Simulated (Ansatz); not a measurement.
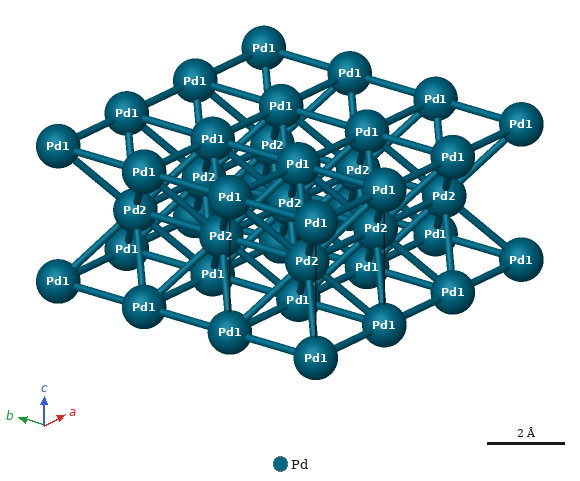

Solid Pd (set up in I4/mmm), before the relaxation. The picture is a ball-and-stick view of the reduced cell, repeated 3 × 3 × 1 with one cell outlined, seen from a free direction. Lengths and directions refer to the drawn axes.

Case: film's bulk on the substrate's plane, third vector and atoms relaxed.

Level of theory: DFT PBE, scalar-relativistic, plane waves, PAW (Ansatz 0.2.0).

The input:
```yaml
crystal:
  lattice:
    - [3.8482933217, 0.0, 0.0]
    - [0.0, 3.8482933217, 0.0]
    - [-1.9241466609, 0.0, 2.0290151924]
  atoms:
    - { symbol: Pd, position: [0.0, 0.0, 0.0] }
    - { symbol: Pd, position: [0.5, 0.5, 0.0] }
basis:
  ecutwfc: 420
kpoints:
  mp_grid: { grid: [9, 9, 17] }
hamiltonian:
  xc: pbe
scf:
  occupations: { method: gaussian, width: 0.1 }
output:
  forces: true
  stress: true
  eigenvalues: true
relax:
  adjacent_minimum: "off"
  f_tol: 0.01
  max_steps: 50
  cell: { fix: [a, b, gamma], stress_tol: 0.1 }
```

Launched with:
```bash
ansatz run input.yaml --threads 4 --pin off --max-ram 8192MiB --backend cpu --events-out ev --progress --plain --runs-dir out
```

Where does the relaxation end?

Answer. The energy falls by 0.3 meV per atom in 2 accepted moves (3 points after the start). All forces vanish by symmetry, so only the cell relaxes. The pressure goes from 3.63 to 2.59 GPa. At 1 point the geometry stayed and the basis and grid were re-selected for the new cell (energy shift of less than 0.05 meV per atom at most each time). The atoms keep their places relative to the cell (all moves are under 0.005 Å). The drawn cell changes as follows: a 2.796 → 2.807 Å (+0.4 %), b 2.796 → 2.803 Å (+0.2 %), c unchanged at 3.848 Å, γ 93.0° → 93.4°; the volume changes by +0.6 %. Near-neighbour distances that change, for instance: Pd1–Pd1 2.796 → 2.807 Å. The space group stays I4/mmm (No. 139). The run took 25 s on 4 threads of Intel(R) Xeon(R) Platinum 8259CL CPU @ 2.50GHz (Skylake/Cascade Lake), with other jobs on the host, peak memory 0.55 GiB.
